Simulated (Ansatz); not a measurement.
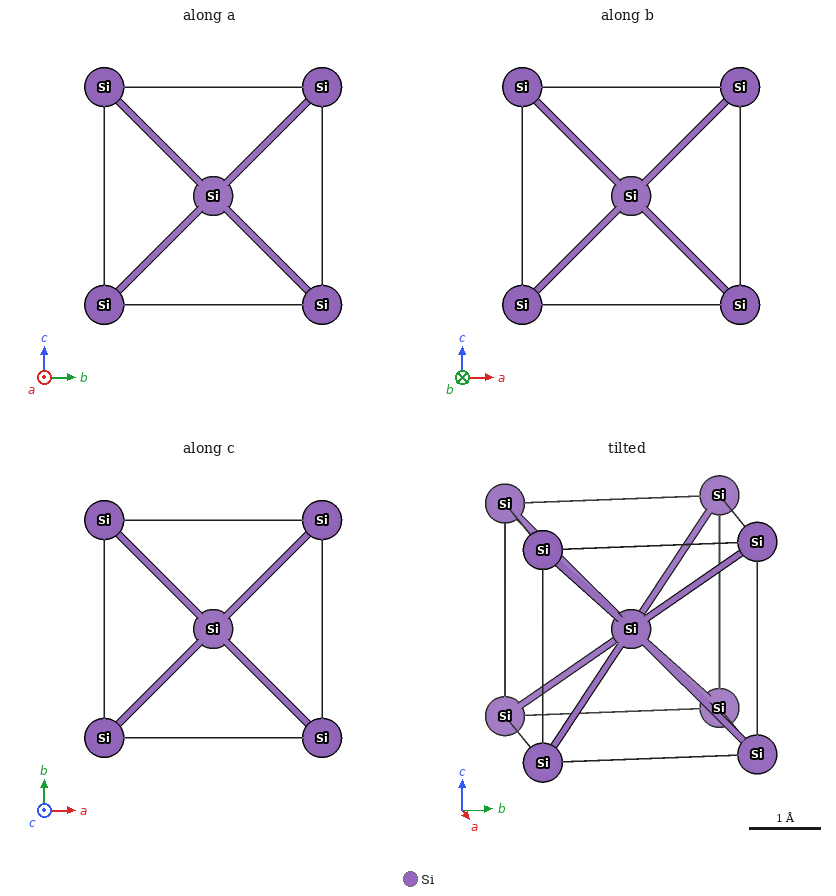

The figure gives a ball-and-stick picture of the atoms, viewed along the a axis, along the b axis, along the c axis and slightly off an axis. Atoms at the boundary of the conventional unit cell (the box) are drawn once for each face, edge or corner they touch.

Lattice parameters: a = 3.0932 Å, b = 3.0932 Å, c = 3.0932 Å, α = 90.000°, β = 90.000°, γ = 90.000°.

> Express the structure as a CIF with its space group and independent sites.

```cif
data_structure
_symmetry_space_group_name_H-M 'I m -3 m'
_symmetry_Int_Tables_number 229
_cell_length_a 3.0932
_cell_length_b 3.0932
_cell_length_c 3.0932
_cell_angle_alpha 90.000
_cell_angle_beta 90.000
_cell_angle_gamma 90.000
_cell_volume 29.59
loop_
_atom_site_label
_atom_site_type_symbol
_atom_site_symmetry_multiplicity
_atom_site_Wyckoff_symbol
_atom_site_fract_x
_atom_site_fract_y
_atom_site_fract_z
_atom_site_occupancy
Si1 Si 2 a 0.0000 0.0000 0.0000 1
```

Origin of the cell: a structure type filled with this element by a generator (whether the element takes this form wasn't checked). This is the structure after a relaxation with Ansatz 0.2.0, DFT, RPBE, plane waves (420 eV) with PAW, scalar-relativistic.
